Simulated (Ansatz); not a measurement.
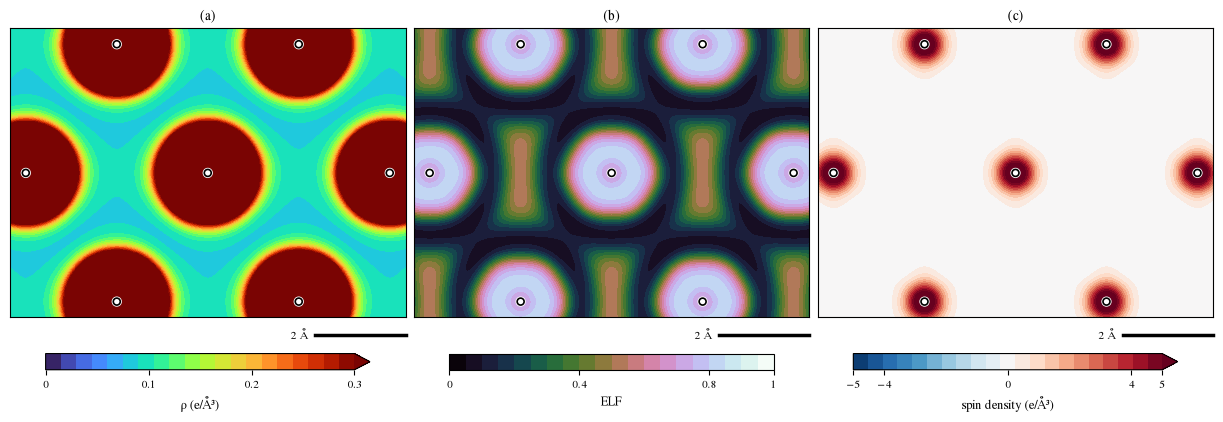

Figure 1: Er. (a) valence electron density; (b) electron localisation function; (c) magnetisation density (up minus down) on the (101̄) plane of the conventional cell. Circles mark the nuclei in the plane (Er).

Space group Im-3m; a structure from a database of computed crystals, not necessarily the ambient phase; the SCF solution may not be the lowest one; no Hubbard U on the f states and no spin–orbit coupling; the program warned that a lower state may break the symmetry and an open shell was started evenly filled; spin-polarised.

The calculation used Ansatz 0.2.0, Kohn-Sham DFT of a periodic cell, PBE, Ansatz PAW.

The density is the valence pseudo-density of a PAW calculation; it isn't the true density close to the nuclei.

Input file:

```
crystal:
  lattice:
    - [-2.0167314132, 2.0167314132, 2.0167314132]
    - [2.0167314132, -2.0167314132, 2.0167314132]
    - [2.0167314132, 2.0167314132, -2.0167314132]
  atoms:
    - { symbol: Er, position: [0.0, 0.0, 0.0], spin: 3.0 }
hamiltonian:
  xc: pbe
  pseudopotentials: { kind: paw }
magnetization:
  spin_polarized: true
kpoints:
  mp_grid: { grid: [9, 9, 9] }
scf:
  occupations: { method: fermi_dirac, width: 0.05 }
output:
  forces: true
  stress: true
  eigenvalues: true
  write_density: true
  write_potential: true
  elf: true
  volumetric_format: npy
```

Launched as:

```sh
ansatz run input.yaml --threads 1 --pin off --max-ram 2560MiB --backend cpu --events-out ev --progress --plain --runs-dir out
```

Below, planes, directions and counts refer to the conventional cell (a = 4.03 Å, b = 4.03 Å, c = 4.03 Å, α = 90.00°, β = 90.00°, γ = 90.00°).

Q: Describe what can be read from this map.

A:
- Atoms in the plane: Er.
- Er–Er (3.49 Å): the density is about 0.09 e/Å³ at the midpoint; the ELF is about 0.10 at the midpoint: no shared electron pair shows on this line.
- Between the atoms the lowest density in this plane is 0.09 e/Å³.
- The features right at Er lie inside the PAW spheres, where the map follows smoothed inner orbitals and isn't to be read closely.
- The spin density sits on Er: +2.4 μB (×2) in one cell of 2 atoms: parallel main moments, as they must be, since the calculation's own cell holds one magnetic site. The cell of the calculation (1 atoms) carries 2.4 μB of net spin moment.
